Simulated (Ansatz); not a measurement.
**Band-structure calculation, with input and output: ZnInGaO$_{4}$**

System: ZnInGaO$_{4}$ (7 atoms in the cell).
Method: DFT PBEsol, scalar-relativistic, plane waves, PAW, no spin polarisation (Ansatz 0.2.0).

The structure derives from a Materials Project entry.

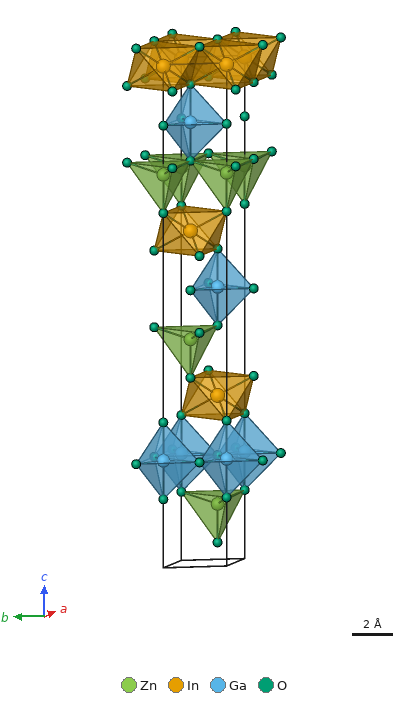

*The structure as given in the input (polyhedral view of the cell 3 times as large as that of the calculation, set on its symmetry axes, seen at an oblique angle; polyhedra are completed across the faces of the cell). An atom can appear more than once, as a periodic image.*

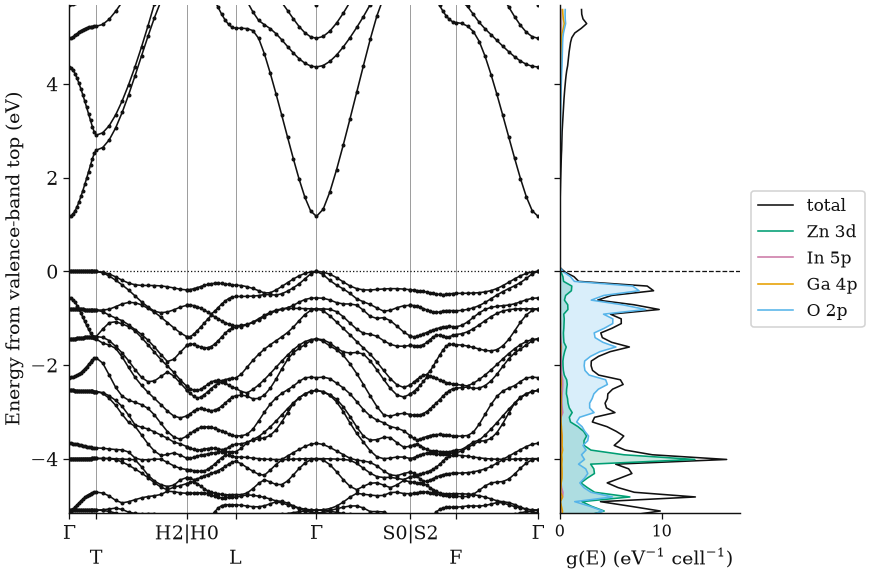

*Band structure along Γ–T–H2|H0–L–Γ–S0|S2–F–Γ and density of states (projected on Löwdin-orthogonalised atomic shells), with energies from the valence-band top.*

There is a gap of 1.17 eV on this path, direct, at Γ.

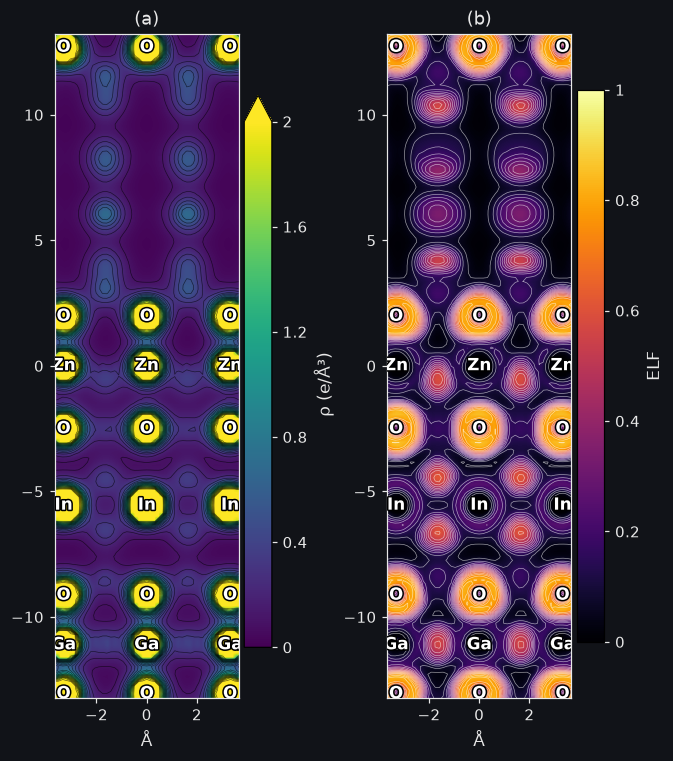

*(a) valence pseudo-density; (b) electron localisation function on the (010) plane of the conventional cell.*

Atoms in the plane: Zn, In, Ga and O. Zn–O (1.97 Å): the density is about 0.62 e/Å³ at the midpoint; the ELF is about 0.25 at the midpoint. Ga–O (1.95 Å): ρ at the midpoint is about 0.68 e/Å³; the ELF is about 0.35 at the midpoint. Away from the nuclei the density in this plane falls to 0.02 e/Å³ at its lowest. Core electrons are frozen (PAW), so the fields are smoothed inside the atomic spheres.

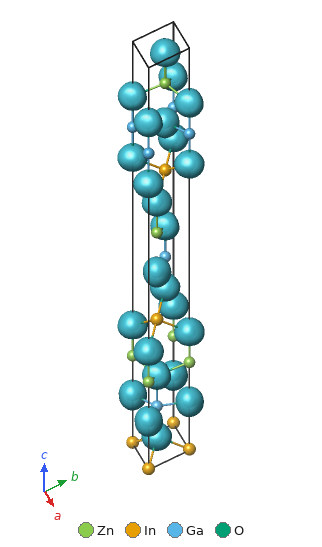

*Isosurface of the ELF at 0.7 (cyan), seen at an oblique angle. Only the valence region is drawn (cores and ρ < 0.01 e/Å³ removed). Sticks mark near contacts. The outline is the cell set on symmetry axes.*

Profiles from the grid: Ga–O (1.91 Å): the ELF is about 0.35 at the midpoint. Zn–O (1.97 Å): the ELF is about 0.25 at the midpoint.

The input and output of the run follow.

## Input
```yaml
crystal:
  lattice:
    - [1.6574560792, 0.9569327135, 8.5829495165]
    - [-1.6574560792, 0.9569327135, 8.5829495165]
    - [0.0, -1.913865427, 8.5829495165]
  atoms:
    - { symbol: Zn, position: [0.2186856062, 0.2186856062, 0.2186856062] }
    - { symbol: In, position: [0.0029372039, 0.0029372039, 0.0029372039] }
    - { symbol: Ga, position: [0.7871363314, 0.7871363314, 0.7871363314] }
    - { symbol: O, position: [0.2950896919, 0.2950896919, 0.2950896919] }
    - { symbol: O, position: [0.7112393127, 0.7112393127, 0.7112393127] }
    - { symbol: O, position: [0.1211766817, 0.1211766817, 0.1211766817] }
    - { symbol: O, position: [0.8637361722, 0.8637361722, 0.8637361722] }
basis:
  ecutwfc: 420
kpoints:
  mp_grid: { grid: [12, 12, 12] }
  band_path:
    path:
      - [[0.0, 0.0, 0.0], [-0.5, -0.5, -0.5], [-0.5, -0.17495369, -0.82504631]]
      - [[-0.17495369, 0.17495369, -0.5], [0.0, 0.0, -0.5], [0.0, 0.0, 0.0], [0.0, 0.33747684, -0.33747684]]
      - [[-0.33747684, 0.0, -0.66252316], [-0.5, 0.0, -0.5], [0.0, 0.0, 0.0]]
    npoints: 14
hamiltonian:
  xc: pbesol
scf:
  occupations: { method: gaussian, width: 0.02 }
  n_extra_bands: 17
output:
  forces: true
  stress: true
  eigenvalues: true
  populations: true
  dos: { projected: true, de: 0.02, nscf_kmesh: { grid: [18, 18, 18] } }
  bader: true
  write_density: true
  write_potential: true
  elf: true
  volumetric_format: npy
```

Run as:
```bash
ansatz run input.yaml --threads 2 --pin off --max-ram 5120MiB --backend cpu --events-out ev --progress --plain --runs-dir out
```

## Output
```
basis.fft_grid_basis auto: the FFT boxes are laid along the combinations [[1, -1, 0], [0, 1, 0], [0, -1, 1]] of the cell's own vectors, 3.315, 8.794 and 3.315 Å long. The dense box has 24×60×24 points. Along the cell's own vectors, as sized, it would have 60×60×60, 6.25 times as many. Of the 6 symmetry operations that the crystal satisfies within crystal.symmetry.tolerance (time reversal apart; of a slab, those that keep its plane) the dense box along the cell's own vectors carries 6, and the one as laid loses 4 of those. basis.fft_grid_basis: typed keeps the cell's own vectors: state it where this run's energies or levels are differenced outside the engine with another run's, or held beside a run that keeps those vectors. Those combinations have planes normal to reciprocal vector 3, as the cell's own vectors have. Each planar average written beside output.write_density, output.write_potential has a row for each plane of the box: 24. The volumetric files lie along those combinations, not along the cell's own vectors: a cube or XSF file states them, and fields.json those of NumPy files.
scf.n_extra_bands = 17 over 31 filled bands (N_el = 62.0): the run solves 48 bands
Engine: ansatz 0.2.0, aarch64-unknown-linux-gnu
Pseudopotentials: kind: paw
Pseudopotential: Zn, paw, valence charge 12, recommended cutoff 420 eV (normal), Zn.paw.azcp
Pseudopotential: In, paw, valence charge 13, recommended cutoff 420 eV (normal), In.paw.azcp
Pseudopotential: Ga, paw, valence charge 13, recommended cutoff 420 eV (normal), Ga.paw.azcp
Pseudopotential: O, paw, valence charge 6, recommended cutoff 420 eV (normal), O.paw.azcp
Functional definition: PBEsol
  exchange = pbesol_x
  correlation = pbesol_c
Crystal: 7 atoms, lattice volume = 81.679 Å³
Basis set: ecut = 420 eV, 1631 PW (Γ), FFT grids on a1−a2, a2, −a2+a3, exchange–correlation on 48×120×48 points (8 copies of the dense FFT grid, shifted against one another)
Bands: 48, of which v1, the nominal top of the filled ones, is band 31 counted from 1 (30 counted from 0)
Symmetry: 6 space group operations
Space group: R3m (ITA 160), of the structure as read, at distance tolerance 4.3e-5 Å
k-points: 189 of 1728 (time reversal used)
Non-local potential: Zn, projectors of the file, l = 0: 2, l = 1: 2, l = 2: 3, l = 3: 1
Non-local potential: In, projectors of the file, l = 0: 2, l = 1: 2, l = 2: 2, l = 3: 2
Non-local potential: Ga, projectors of the file, l = 0: 2, l = 1: 2, l = 2: 3, l = 3: 1
Non-local potential: O, projectors of the file, l = 0: 2, l = 1: 2, l = 2: 1
PAW form: soft (Blöchl's): semilocal exchange-correlation on the pseudo side does not see the compensation charge
PAW frozen core: Zn, regenerated for the run's functional, and the local potential with it (the file was generated under x = pbe(κ = 0.804, μ = 0.2195149727645171), c = pbe(β = 0.06672455060314922))
PAW frozen core: In, regenerated for the run's functional, and the local potential with it (the file was generated under x = pbe(κ = 0.804, μ = 0.2195149727645171), c = pbe(β = 0.06672455060314922))
PAW frozen core: Ga, regenerated for the run's functional, and the local potential with it (the file was generated under x = pbe(κ = 0.804, μ = 0.2195149727645171), c = pbe(β = 0.06672455060314922))
PAW frozen core: O, regenerated for the run's functional, and the local potential with it (the file was generated under x = pbe(κ = 0.804, μ = 0.2195149727645171), c = pbe(β = 0.06672455060314922))
PAW one-centre angular grid: Zn, 590 points (default); XC on 64 Gauss nodes
PAW one-centre angular grid: In, 590 points (default); XC on 64 Gauss nodes
PAW one-centre angular grid: Ga, 590 points (default); XC on 64 Gauss nodes
PAW one-centre angular grid: O, 110 points (default); XC on 64 Gauss nodes
Initial density: superposition of atomic densities (neutral atoms: chi_scale 0, normalization atom), corrected by the library's trained network
Initial wavefunctions: pseudopotential atomic-orbital guess
Functional: x = pbesol(κ = 0.804, μ = 0.12345679012345678), c = pbesol(β = 0.046)
SCF iter   1: F=—  HF=-14794.628761 eV  |F-HF|=—  |Δ(HF+E_count)|=         —  Δρ=1.65e-2  dr2=1.83e-1  ethr=1.77e-3  ⟨swp⟩=6.0  Hψ=38121  notcnv=0  defer=458
preconditioner: auto → Resta (q_TF=auto, 2.606 Å⁻¹)  ε∞=3.8  [insulator: Δε(μ)=1.108 eV  Ē_g=19.345 eV  σ=0.020 eV  W_gap=1.00  n_scr=30 (ndim 8)  ℏωp=32.4 eV  f_vac=0.042  D(μ)=0.00/eV (n_scr^D=0)  ε∞_Penn≈3.8]
SCF iter   2: F=—  HF=-14794.578630 eV  |F-HF|=—  |Δ(HF+E_count)|=   5.01e-2  Δρ=2.93e-3  dr2=4.03e-3  ethr=2.95e-4  ⟨swp⟩=2.3  Hψ=14181  notcnv=0  defer=2170
SCF iter   3: F=—  HF=-14794.577930 eV  |F-HF|=—  |Δ(HF+E_count)|=   7.00e-4  Δρ=1.23e-3  dr2=1.09e-3  ethr=6.49e-6  ⟨swp⟩=2.0  Hψ=12033  notcnv=0  defer=2170
SCF iter   4: F=—  HF=-14794.577913 eV  |F-HF|=—  |Δ(HF+E_count)|=   1.71e-5  Δρ=6.94e-4  dr2=3.16e-4  ethr=1.76e-6  ⟨swp⟩=2.0  Hψ=11861  notcnv=0  defer=2170
SCF iter   5: F=—  HF=-14794.577849 eV  |F-HF|=—  |Δ(HF+E_count)|=   6.39e-5  Δρ=1.50e-4  dr2=2.16e-5  ethr=5.10e-7  ⟨swp⟩=2.0  Hψ=12205  notcnv=0  defer=2170
SCF iter   6: F=—  HF=-14794.577847 eV  |F-HF|=—  |Δ(HF+E_count)|=   2.09e-6  Δρ=6.21e-5  dr2=3.21e-6  ethr=3.48e-8  ⟨swp⟩=2.2  Hψ=11439  notcnv=0  defer=2170
SCF iter   7: F=—  HF=-14794.577849 eV  |F-HF|=—  |Δ(HF+E_count)|=   1.55e-6  Δρ=3.82e-5  dr2=9.18e-7  ethr=5.17e-9  ⟨swp⟩=2.0  Hψ=12092  notcnv=0  defer=2170
SCF iter   8: F=-14794.577849 eV  HF=-14794.577849 eV  |F-HF|=2.43e-8  |Δ(HF+E_count)|=   1.77e-7  Δρ=7.26e-6  dr2=3.84e-8  ethr=1.61e-10  ⟨swp⟩=12.7  Hψ=71516  notcnv=0
SCF 1 converged in 8 iterations: F = -14794.577849 eV  dr2 = 3.84e-8
  greatest PAW one-centre occupation: 0.998 electrons in one spin orbital (limit 2), on the Ga atom at site 2 (counted from 0), in its partial waves of l = 2
NSCF: frozen V_eff on 101 k-points
NSCF: frozen V_eff on 580 k-points
SCF converged after 8 iterations
Free energy (F): -14794.577849 eV
Harris-Foulkes:  -14794.577849 eV  (|F-HF|=2.43e-8)
Internal energy: -14794.577849 eV  (E = F + TS)
E sigma→0 (E₀):  -14794.577849 eV
Fermi energy:    8.907259 eV
--- Per-component energies (eV) ---
  E_band       = 15.265946
  E_kinetic    = 1192.312083
  E_local      = -5825.958214  (includes V_loc(G=0)·N_el)
  E_nonlocal   = 1621.298823
  E_hartree    = 2446.372316
  E_xc         = -704.867758
  E_vxc        = -579.936315  (∫ρ·V_xc dr)
  E_paw        = -8453.677797  (= ΣΔE_a)
  E_vpaw       = -1285.207274  (= ΣTr[D̂ρ^β])
  E_aug_tail   = 0.009067  (compensation charges beyond the density's cutoff)
  E_ewald      = -5072.103756
  E_core_change = 2.037387  (= ΣΔE_core)
  E_smearing   = -0.000000  (= −TS)
  E_closure    = -0.000000  (closes the sum)
  Σ components = -14794.577849   (vs F -14794.577849, Δ=0.00e0)
--- Forces (eV/Å), atoms counted from 1 ---
  atom   1  Zn     0.00000000    -0.00000000    -0.00100503
  atom   2  In     0.00000000     0.00000000     0.00121037
  atom   3  Ga     0.00000000     0.00000000     0.00071368
  atom   4  O      0.00000000    -0.00000000    -0.00071190
  atom   5  O     -0.00000000     0.00000000     0.00014048
  atom   6  O      0.00000000     0.00000000    -0.00052137
  atom   7  O      0.00000000    -0.00000000     0.00018651
  max |Σ_I F_I| component: 1.27e-5 eV/Å
--- Stress (GPa, compression-positive) ---
       -0.001257       0.000000       0.000000
        0.000000      -0.001257      -0.000000
        0.000000      -0.000000       0.018017
  P = ⅓ Tr σ = 0.0052 GPa (0.052 kbar)
--- Band table (eV; the first three rows and the last of 189) ---
  k-point 0: bands = ["-10.4231", "-9.4777", "-8.8658", "-8.3948", "-5.1275", "-5.1275", "-4.6964", "-4.6964", "-4.3919", "-4.3594", "-4.3594", "-4.0519", "-3.9664", "-3.9664", "3.1599", "3.1665", "3.2271", "3.2271", "4.3248", "4.3248", "4.6518", "5.7803", "5.7803", "6.0536", "6.8811", "6.8811", "7.5204", "7.5204", "7.7547", "8.3205", "8.3205", "9.4935", "12.6818", "13.2944", "14.0109", "18.4564", "18.4564", "18.8470", "20.5155", "20.5155", "20.8381", "21.6370", "21.6370", "23.2025", "24.7441", "24.7899", "24.7899", "25.1869"]
  k-point 1: bands = ["-10.3771", "-9.4376", "-8.8476", "-8.4289", "-5.1154", "-5.1113", "-4.7043", "-4.6972", "-4.4333", "-4.3357", "-4.2700", "-4.0423", "-3.9693", "-3.9465", "3.1007", "3.2040", "3.2259", "3.2538", "4.1966", "4.3208", "4.5647", "5.6803", "5.6833", "6.0303", "6.7280", "6.7989", "7.3587", "7.5267", "7.7040", "8.1225", "8.2622", "10.0220", "12.7906", "13.4514", "14.2822", "18.0742", "18.6485", "18.7434", "20.0219", "20.6303", "20.6973", "21.4702", "21.7245", "23.2855", "23.6134", "24.7743", "25.1530", "26.4650"]
  k-point 2: bands = ["-10.2486", "-9.3278", "-8.8017", "-8.5127", "-5.0749", "-5.0666", "-4.7248", "-4.6996", "-4.4377", "-4.2751", "-4.1771", "-4.0412", "-3.9714", "-3.8274", "2.8771", "3.1589", "3.3266", "3.3575", "3.8872", "4.3118", "4.4060", "5.3750", "5.4340", "5.8190", "6.4961", "6.5753", "7.0506", "7.5316", "7.5588", "7.9218", "8.1064", "11.0285", "13.0710", "13.8270", "14.9562", "17.4021", "18.2093", "19.1779", "19.5055", "19.9848", "20.9251", "21.2542", "21.9290", "22.3424", "23.5129", "24.7522", "25.1920", "26.4231"]
  k-point 188: bands = ["-10.3995", "-9.5601", "-8.8127", "-8.3777", "-5.1275", "-5.1275", "-4.6964", "-4.6964", "-4.4500", "-4.3594", "-4.3594", "-4.0063", "-3.9664", "-3.9664", "2.8238", "3.2274", "3.2274", "3.6101", "4.3280", "4.3280", "4.5531", "5.7573", "5.7573", "6.4757", "6.8762", "6.9307", "6.9307", "7.4933", "7.4933", "8.3178", "8.3178", "10.9062", "11.2259", "13.5504", "14.3097", "18.4670", "18.4670", "18.5970", "20.3519", "20.3519", "20.6388", "21.8870", "21.8870", "24.1768", "24.7084", "24.8720", "24.8720", "25.5395"]
--- Löwdin populations: 7 sites ---
  site symbol       q [e]
     0     Zn     10.5250
     1     In     11.8844
     2     Ga     12.0706
     3      O      6.8353
     4      O      6.6926
     5      O      6.6605
     6      O      7.0332
  spilling = 0.004812 (of n_electrons = 62.000000)
--- Bader charges: 7 sites ---
  site symbol  charge [e]  shift [e]
     0     Zn      1.2358     0.0114
     1     In      1.8294     0.0008
     2     Ga      1.8640     0.0127
     3      O     -1.2121     0.0036
     4      O     -1.2266     0.0026
     5      O     -1.2689     0.0080
     6      O     -1.2216     0.0107
  estimated error of the sums over rays = 5.6e-4 e
```

## File populations.tsv
```
# site	symbol	l	j	q
# orbitals = lowdin
# n_electrons = 62.000000
# spilling = 0.004812
0	Zn	0_4S	-	0.550552
0	Zn	2_3D	-	9.974433
1	In	0_5S	-	0.702921
1	In	1_5P	-	1.191215
1	In	2_4D	-	9.990259
2	Ga	0_4S	-	0.765219
2	Ga	1_4P	-	1.318649
2	Ga	2_3D	-	9.986779
3	O	0_2S	-	1.748607
3	O	1_2P	-	5.086648
4	O	0_2S	-	1.704363
4	O	1_2P	-	4.988274
5	O	0_2S	-	1.656672
5	O	1_2P	-	5.003844
6	O	0_2S	-	1.794906
6	O	1_2P	-	5.238343
```

## Results in brief

```csv
quantity,value
outcome,converged
space group (tolerance 0.01 Å),R3m (160)
electrons treated,62
free energy,−14794.5778 eV
Fermi energy,8.907 eV
gap on the k-point mesh,1.17 eV
gap on the band path,1.17 eV
pressure,0.01 GPa
largest force (length of the vector),0.001 eV/Å
hardware,"2 threads of Arm Neoverse V1, 24 GiB of memory available, shared host"
wall time,4 min (CPU time 7.9 min)
peak memory,1.4 GiB
```
